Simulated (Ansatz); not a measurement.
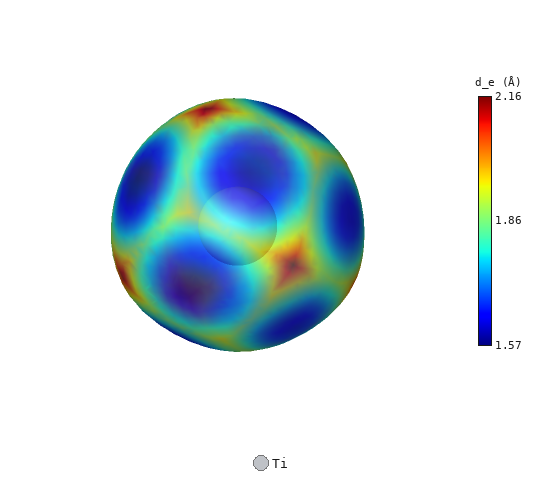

Hirshfeld surface computed for one Ti atom in Ti in space group P6_3/mmc, coloured by d_e.

The surface is where the fragment's share of the procrystal density (the sum of the densities of spherically averaged neutral Hartree-Fock atoms) equals one half. d_i and d_e are the distances from the surface to the nearest nucleus inside and outside.

Origin of the cell: the geometry relaxed with Ansatz, DFT PBE, scalar-relativistic, plane waves, PAW.

```xyz
2
Lattice="2.9385 0.0000 0.0000 -1.4692 2.5448 0.0000 0.0000 0.0000 4.6506" Properties=species:S:1:pos:R:3 pbc="T T T"
Ti    0.0000    1.6965    1.1627
Ti    1.4692    0.8483    3.4880
```

**What is the shortest distance from the fragment to an atom outside it?**

Ti–Ti, 2.88 Å.

**How is the surface shared among contacts (nearest atom inside ··· nearest atom outside)?**

Ti···Ti 100 %. The surface faces 12 neighbours with more than 2 % of its area each: 12 Ti.

**Give the size and shape of the surface.**

It encloses about 9.8 Å³, has an area of about 22 Å² and a globularity of 1.00 (1 for a sphere).
